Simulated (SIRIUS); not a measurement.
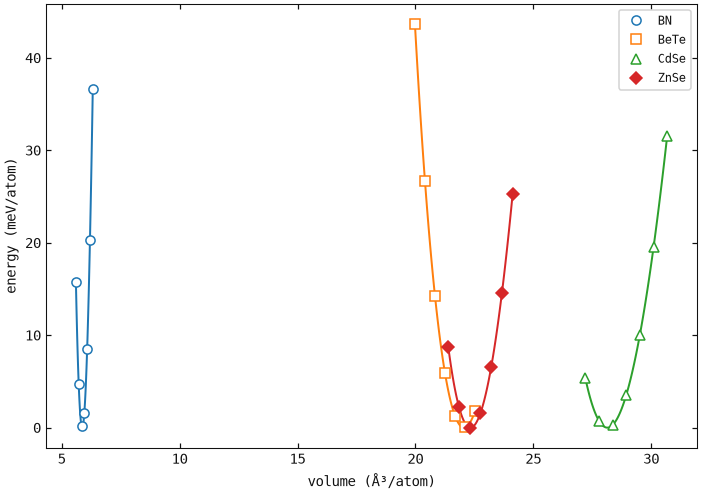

The picture above shows the energy against volume, with one curve for each compound, for BN, BeTe, CdSe and ZnSe (all in space group F-43m (No. 216)).

Calculation (SIRIUS 7.12.0): plane-wave DFT, no spin polarisation; energies at scaled volumes of the given cell, shape and fractions fixed, counted from the fit's minimum, third-order Birch-Murnaghan fit. Level: PBEsol.

- occupations: Fermi–Dirac
- smearing width: 0.05 eV
- potentials: dojo sr pbesol 0.4.1 standard

Settings that differ: BN: density cutoff 4610 eV, wave cutoff 1150 eV, k mesh 13×13×13; BeTe: density cutoff 4810 eV, wave cutoff 1200 eV, k mesh 8×8×8; CdSe: density cutoff 5550 eV, wave cutoff 1390 eV, k mesh 8×8×8; ZnSe: density cutoff 4710 eV, wave cutoff 1180 eV, k mesh 8×8×8.

> Order the curves by fitted equilibrium volume, smallest first.

BN 5.869, BeTe 22.060, ZnSe 22.334, CdSe 28.139 Å³/atom.

The computed values:

BN:
```tsv
volume (Å³/atom)	energy (meV/atom)
5.6017	15.73
5.7209	4.67
5.8401	0.17
5.9593	1.63
6.0785	8.51
6.1977	20.32
6.3168	36.61
```

BeTe:
```tsv
volume (Å³/atom)	energy (meV/atom)
19.98	43.65
20.40	26.70
20.83	14.26
21.25	5.91
21.68	1.28
22.10	0.02
22.53	1.82
```

CdSe:
```tsv
volume (Å³/atom)	energy (meV/atom)
27.21	5.37
27.78	0.75
28.36	0.29
28.94	3.53
29.52	10.07
30.10	19.53
30.68	31.59
```

ZnSe:
```tsv
volume (Å³/atom)	energy (meV/atom)
21.39	8.77
21.85	2.26
22.30	0.01
22.76	1.57
23.21	6.53
23.67	14.53
24.12	25.23
```
